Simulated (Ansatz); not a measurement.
# Si: what the fields show

The calculation's input:

```
crystal:
  lattice:
    - [-3.2836945433, 3.2836945433, 3.2836945433]
    - [3.2836945433, -3.2836945433, 3.2836945433]
    - [3.2836945433, 3.2836945433, -3.2836945433]
  atoms:
    - { symbol: Si, position: [0.19862879, 0.19862879, 0.19862879] }
    - { symbol: Si, position: [0.5, 0.0, 0.2955162915] }
    - { symbol: Si, position: [0.2955162915, 0.5, 0.0] }
    - { symbol: Si, position: [0.0, 0.2955162915, 0.5] }
    - { symbol: Si, position: [0.7955162915, 0.7955162915, 0.7955162915] }
    - { symbol: Si, position: [0.5, 0.0, 0.7044837085] }
    - { symbol: Si, position: [0.7044837085, 0.5, 0.0] }
    - { symbol: Si, position: [0.0, 0.7044837085, 0.5] }
basis:
  ecutwfc: 420
kpoints:
  mp_grid: { grid: [8, 8, 8] }
hamiltonian:
  xc: lda
scf:
  occupations: { method: gaussian, width: 0.15 }
output:
  forces: true
  stress: true
  eigenvalues: true
  write_density: true
  write_potential: true
  elf: true
  volumetric_format: npy
```

Run with:

```sh
ansatz run input.yaml --threads 2 --pin off --max-ram 5120MiB --backend cpu --events-out ev --progress --plain --runs-dir out
```

Below, planes, directions and counts refer to the conventional cell (a = 9.29 Å, b = 9.29 Å, c = 5.69 Å, α = 90.00°, β = 90.00°, γ = 120.00°).

Space group R3; changed on purpose from its base cell (atom 1 (Si) moved +0.033 A towards its neighbour atom 5 (Si) at 2.326 A); not relaxed (largest force 0.3 eV/Å).

Level of theory: DFT LDA, scalar-relativistic, plane waves, PAW (Ansatz 0.2.0).

In a PAW calculation such maps are meaningful between the atoms, not at the nuclei.

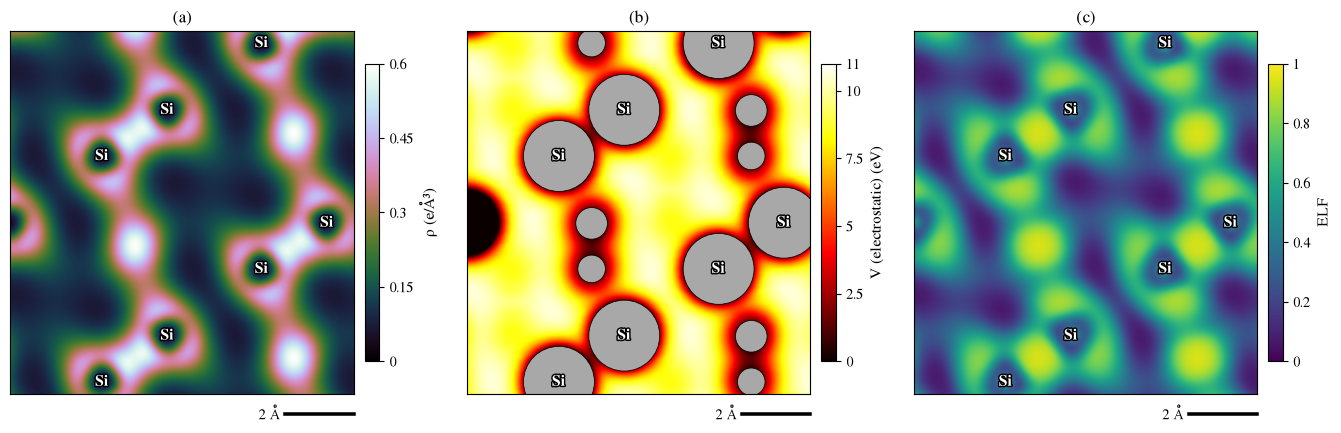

Figure 1. (a) valence charge density (pseudo); (b) electrostatic potential (local pseudopotential plus Hartree) felt by an electron; (c) ELF on the (011̄) plane of the conventional cell. Grey discs cover the atomic cores in the potential map.

### What does the map show?

Atoms in the plane: Si. Atoms just off the plane (Si, 0.9 Å away) can leave unmarked features too. Between the atoms the lowest density in this plane is 0.07 e/Å³. Outside the cores the potential energy rises away from the atoms and is highest about 1.9 Å from the nearest atoms; its zero is arbitrary.

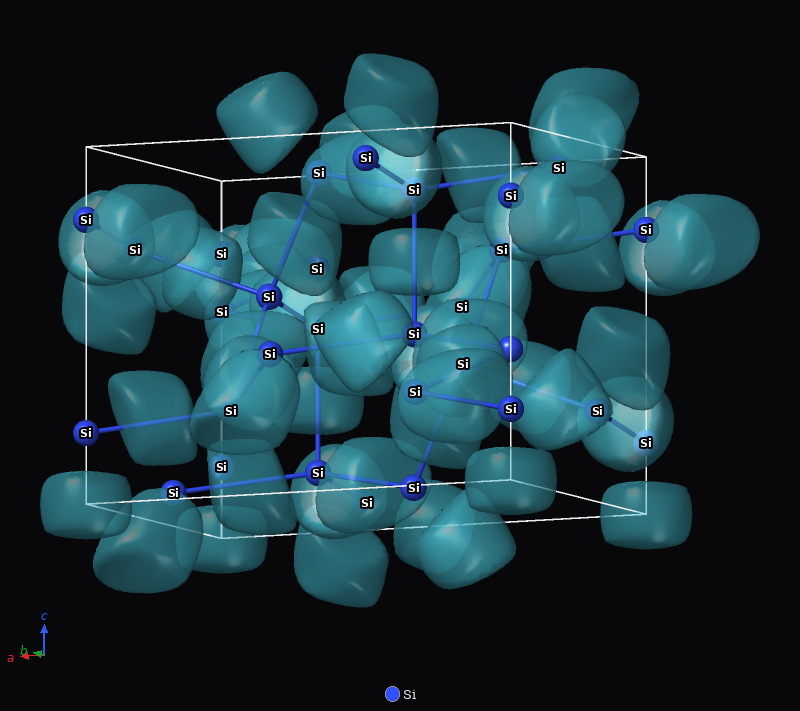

Figure 2. Isosurface of the ELF at 0.7 (cyan), seen at an oblique angle. Only the valence region is drawn (cores and ρ < 0.01 e/Å³ removed). Sticks mark near contacts.

### Describe the localisation domains.

The surface consists of 48 regions between bonded Si–Si atoms, counted in one cell of 24 atoms. Any copies at cell faces, edges or corners count once. Along the contacts the grid gives the following. Si–Si (2.29 Å): the ELF peaks at about 0.95 between the atoms. Si–Si (2.36 Å): the ELF peaks at about 0.95 between the atoms.

### Does the calculation give a band gap?

It is gapless in this calculation (a metal or semimetal).
